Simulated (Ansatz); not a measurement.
# In$_{16}$Se$_{15}$ (cell with a defect): what the fields show

The calculation's input:

```
crystal:
  lattice:
    - [4.0317714843, 6.9832330553, 0.0]
    - [4.0317714842, -6.9832330553, 0.0]
    - [0.0, 0.0, -16.7623716915]
  atoms:
    - { symbol: In, position: [0.1666666667, 0.3333333333, 0.8333418052] }
    - { symbol: In, position: [0.1666666667, 0.8333333333, 0.8333418052] }
    - { symbol: In, position: [0.6666666667, 0.3333333333, 0.8333418052] }
    - { symbol: In, position: [0.6666666667, 0.8333333333, 0.8333418052] }
    - { symbol: In, position: [0.3333333333, 0.6666666667, 0.3333418052] }
    - { symbol: In, position: [0.3333333333, 0.1666666667, 0.3333418052] }
    - { symbol: In, position: [0.8333333333, 0.6666666667, 0.3333418052] }
    - { symbol: In, position: [0.8333333333, 0.1666666667, 0.3333418052] }
    - { symbol: In, position: [0.1666666667, 0.3333333333, 0.6666581948] }
    - { symbol: In, position: [0.1666666667, 0.8333333333, 0.6666581948] }
    - { symbol: In, position: [0.6666666667, 0.3333333333, 0.6666581948] }
    - { symbol: In, position: [0.6666666667, 0.8333333333, 0.6666581948] }
    - { symbol: In, position: [0.3333333333, 0.6666666667, 0.1666581948] }
    - { symbol: In, position: [0.3333333333, 0.1666666667, 0.1666581948] }
    - { symbol: In, position: [0.8333333333, 0.6666666667, 0.1666581948] }
    - { symbol: In, position: [0.8333333333, 0.1666666667, 0.1666581948] }
    - { symbol: Se, position: [0.1666666667, 0.8333333333, 0.410128866] }
    - { symbol: Se, position: [0.6666666667, 0.3333333333, 0.410128866] }
    - { symbol: Se, position: [0.6666666667, 0.8333333333, 0.410128866] }
    - { symbol: Se, position: [0.3333333333, 0.6666666667, 0.910128866] }
    - { symbol: Se, position: [0.3333333333, 0.1666666667, 0.910128866] }
    - { symbol: Se, position: [0.8333333333, 0.6666666667, 0.910128866] }
    - { symbol: Se, position: [0.8333333333, 0.1666666667, 0.910128866] }
    - { symbol: Se, position: [0.1666666667, 0.3333333333, 0.089871134] }
    - { symbol: Se, position: [0.1666666667, 0.8333333333, 0.089871134] }
    - { symbol: Se, position: [0.6666666667, 0.3333333333, 0.089871134] }
    - { symbol: Se, position: [0.6666666667, 0.8333333333, 0.089871134] }
    - { symbol: Se, position: [0.3333333333, 0.6666666667, 0.589871134] }
    - { symbol: Se, position: [0.3333333333, 0.1666666667, 0.589871134] }
    - { symbol: Se, position: [0.8333333333, 0.6666666667, 0.589871134] }
    - { symbol: Se, position: [0.8333333333, 0.1666666667, 0.589871134] }
  host:
    lattice:
      - [4.0317714843, 0.0, 0.0]
      - [-2.0158857421, 3.4916165277, 0.0]
      - [0.0, 0.0, 16.7623716915]
    atoms:
      - { symbol: In, position: [0.3333333333, 0.6666666667, 0.1666581948] }
      - { symbol: In, position: [0.6666666667, 0.3333333333, 0.6666581948] }
      - { symbol: In, position: [0.3333333333, 0.6666666667, 0.3333418052] }
      - { symbol: In, position: [0.6666666667, 0.3333333333, 0.8333418052] }
      - { symbol: Se, position: [0.3333333333, 0.6666666667, 0.589871134] }
      - { symbol: Se, position: [0.6666666667, 0.3333333333, 0.089871134] }
      - { symbol: Se, position: [0.3333333333, 0.6666666667, 0.910128866] }
      - { symbol: Se, position: [0.6666666667, 0.3333333333, 0.410128866] }
basis:
  ecutwfc: 420
  xc_grid: 2
kpoints:
  mp_grid: { grid: [3, 3, 2], shift: [0.0, 0.0, 0.5] }
hamiltonian:
  xc: pbe
  dispersion: d3bj
scf:
  occupations: { method: gaussian, width: 0.02 }
output:
  forces: true
  stress: false
  eigenvalues: true
  charged_corrections: { defect_position: [0.16666667, 0.33333333, 0.41012887] }
  write_density: true
  write_potential: true
  elf: true
  volumetric_format: npy
relax:
  adjacent_minimum: "off"
  f_tol: 0.025
  max_steps: 45
```

Command:

```sh
ansatz run input.yaml --threads 4 --pin off --max-ram 10240MiB --backend cpu --events-out ev --progress --plain --runs-dir out
```

The fields are those of the run's last geometry, not of the input's.

Theory: DFT PBE+D3(BJ), scalar-relativistic, plane waves, PAW in Ansatz.

The density is the valence pseudo-density of a PAW calculation; it isn't the true density close to the nuclei.

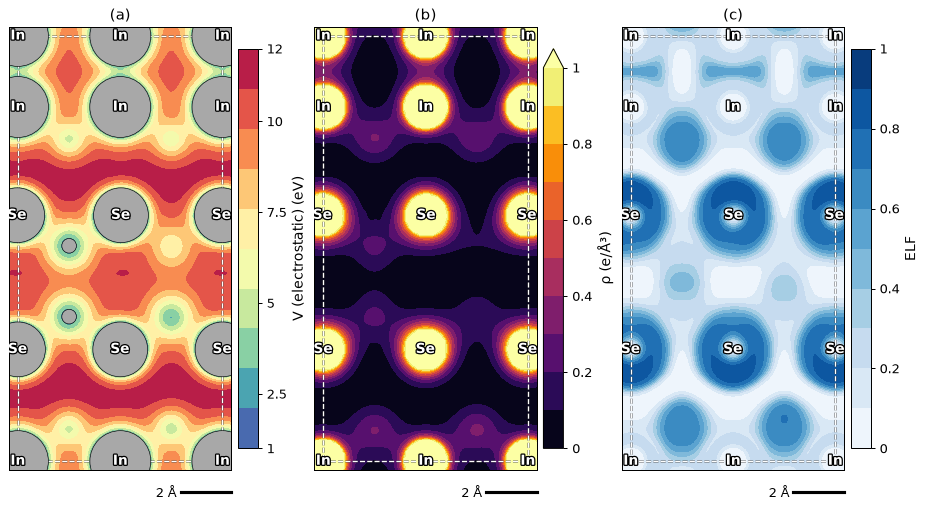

Figure 1. (a) electrostatic potential energy of an electron; (b) valence charge density (pseudo); (c) electron localisation function on the (100) plane of the calculation cell. Grey discs cover the atomic cores in the potential map.

What do the fields say about this system?

Answer. The section cuts through In and Se sites.
In–In (2.80 Å): the density is about 0.33 e/Å³ at the midpoint; the ELF reaches about 0.55 near the midpoint.
Between the atoms the lowest density in this plane is 0.01 e/Å³.
The ELF also peaks beside Se, away from the bonds: lone-pair regions.
Outside the cores the potential energy rises away from the atoms and is highest about 2.1 Å from the nearest atoms; its zero is arbitrary.

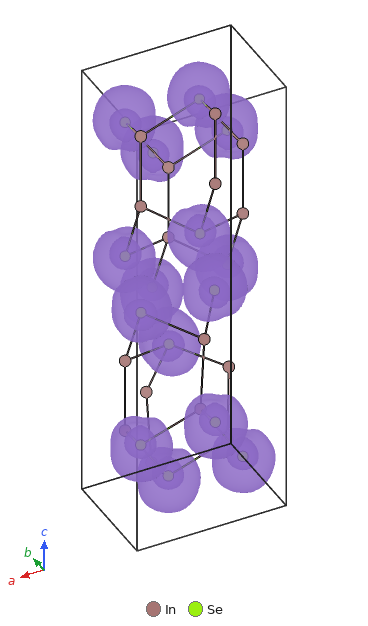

Figure 2. Isosurface of the ELF at 0.7 (purple), seen at an oblique angle. Core shells and regions of very low density are left out. Sticks mark near contacts.

Describe the localisation domains.

Answer. The surface consists of 15 regions wrapped around Se (the valence shell of each), counted in one cell of 31 atoms. Regions shared between cells count once. Profiles from the grid: In–Se (2.65 Å): the ELF is about 0.50 at the midpoint. In–In (2.79 Å): the ELF reaches about 0.55 near the midpoint.

Does the calculation give a band gap?

Answer. It is gapped, with a Kohn–Sham gap of 0.63 eV on the k-point mesh (the band edges may lie off the mesh, which would make the gap smaller).
